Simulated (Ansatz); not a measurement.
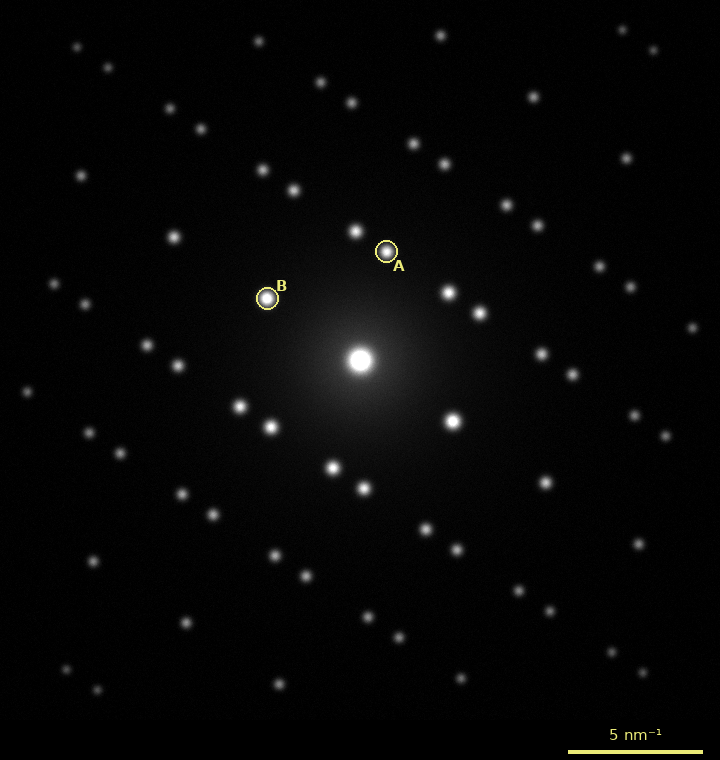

The pattern is a kinematic simulation for 120 kV electrons (no multiple scattering; isotropic B = 0.3 Å²). Two individuals of a reflection twin are superposed (a geometric construction: whether this twin forms is not tested). Crystal: Ti, space group Fm-3m (No. 225), a = 4.15 Å, zone axis [110]. Structure: coordinates from a relaxation with DFT, BLYP, plane waves (420 eV) with PAW, scalar-relativistic (Ansatz); the starting structure was generated, so it need not be a known form of this composition.

In the first individual spot A is -1 1 -1 and spot B is -1 1 1.

### On which plane is the crystal twinned?

(1-1-1). The spot positions of the combined pattern are mirror-symmetric about the row through 1 -1 -1 (d = 2.394 Å), which both individuals share, while a single individual has only symmetry 2mm without that mirror line. Friedel's law adds the mirror line at right angles, so a twin on (1-12) would give the same picture; the more widely spaced plane was used.

### Which other reflections coincide?

Off the common row, 2 -2 4, 1 -1 5, 3 -3 3 and their kin fall on spots of the second individual; about 18 % of the first individual's visible spots are shared.
